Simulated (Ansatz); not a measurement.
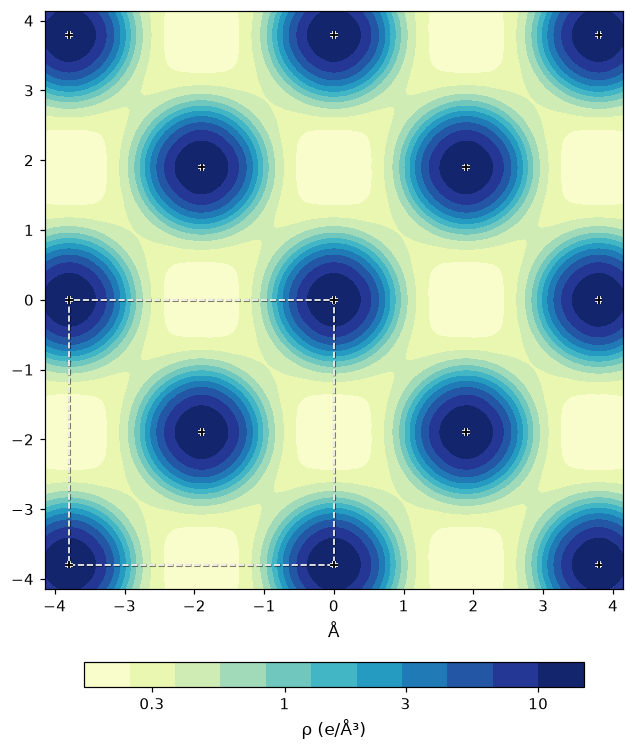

The valence charge density (pseudo) on a plane through atoms (crosses mark nuclei in the plane).

Method: DFT PBE+D3(BJ), scalar-relativistic, plane waves, PAW in Ansatz.

Candidates:
A. Rh, a = 3.79 Å, b = 3.79 Å, c = 3.79 Å, α = 90.00°, β = 90.00°, γ = 90.00°. Space group Fm-3m; computed without spin polarisation.
B. Sn, a = 6.57 Å, b = 6.57 Å, c = 6.57 Å, α = 90.00°, β = 90.00°, γ = 90.00°. Space group Fd-3m.

Which candidate gave the map?

Candidate A: Rh on the (100) plane of the conventional cell, which holds Rh. Rh–Rh (2.68 Å): the density is about 0.36 e/Å³ at the midpoint.
